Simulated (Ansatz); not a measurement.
Here is a crystal structure:

```
CELL_PARAMETERS angstrom
4.54733 0.00000 0.00000
-2.27367 3.93811 0.00000
0.00000 0.00000 2.75776
ATOMIC_POSITIONS crystal
Al 0.00000 0.00000 0.00000
Al 0.33333 0.66667 0.50000
Al 0.66667 0.33333 0.50000
```

> Before looking at a picture, describe the arrangement of atoms.

The element is aluminium. The structure has P6/mmm (No. 191) symmetry and a primitive hexagonal lattice. In terms of structure types, this is ω phase (AlB₂-like). The cell holds three atoms. Neighbours within bonding distance: Al 2 to 5 (mean 4.0).

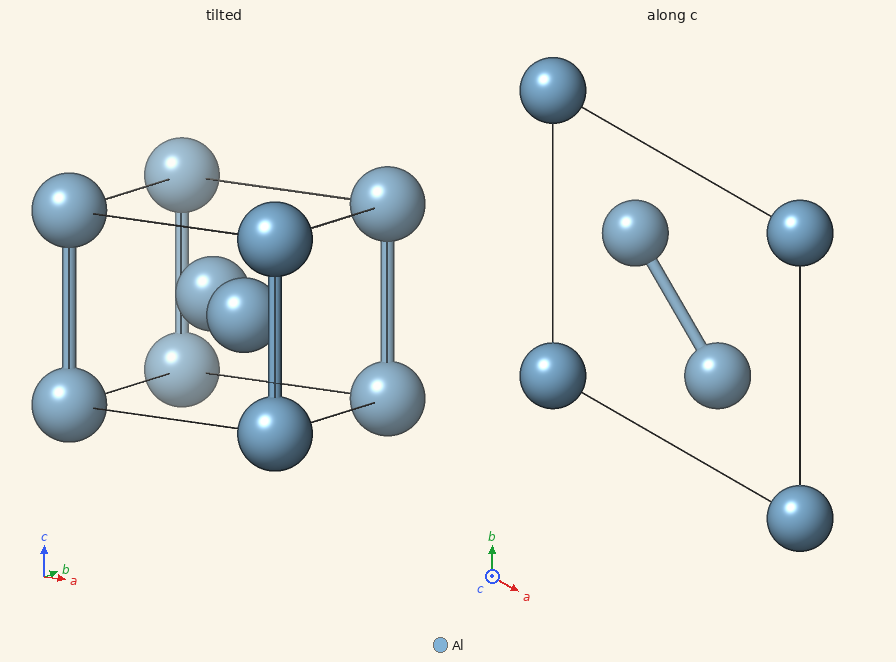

The image is a ball-and-stick drawing of a crystal, viewed slightly off an axis and along the c axis. The parallelepiped is the conventional unit cell. Colours: aluminium light blue.

The cell started as a textbook structure type filled with this element (whether it is the usual form wasn't checked). This is the structure after a relaxation with Ansatz, DFT r2SCAN, scalar-relativistic, plane waves, PAW.
